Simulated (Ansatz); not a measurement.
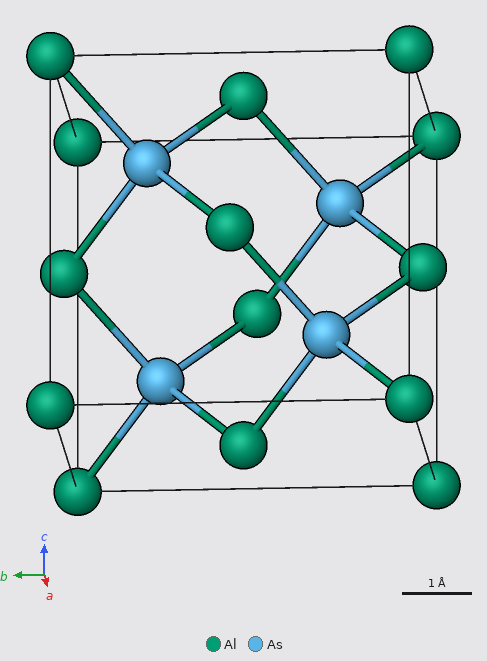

Normal modes of solid AlAs relaxed at 30 GPa, space group F-43m (No. 216), at the zone centre. Style: ball-and-stick. Shown: the conventional cell (4 times the calculation's cell), from a free direction. Lengths and directions refer to the drawn axes.

Theory: Ansatz, DFT PBE, scalar-relativistic, plane waves, PAW. Settings: plane-wave cutoff 420 eV; k-point mesh 10 × 10 × 10; occupations fixed; target pressure 30 GPa; no spin polarisation.

Frequencies are those without the non-analytic (LO–TO) term.

### List the optical modes.

The calculation's cell holds 2 atoms, so there are 3 optical modes, in 1 level. The optical modes span T₂. No level is unstable.

```json
{"level": "1", "symmetry": "T₂", "frequency (cm⁻¹)": "462", "activity": "infrared- and Raman-active"}
```

The displacement patterns (one member of each degenerate set):

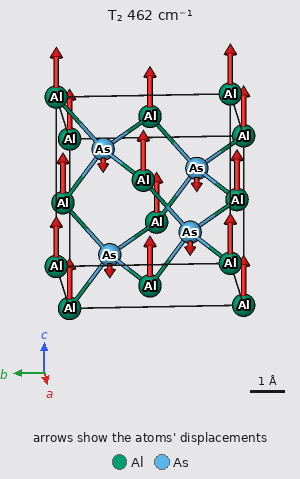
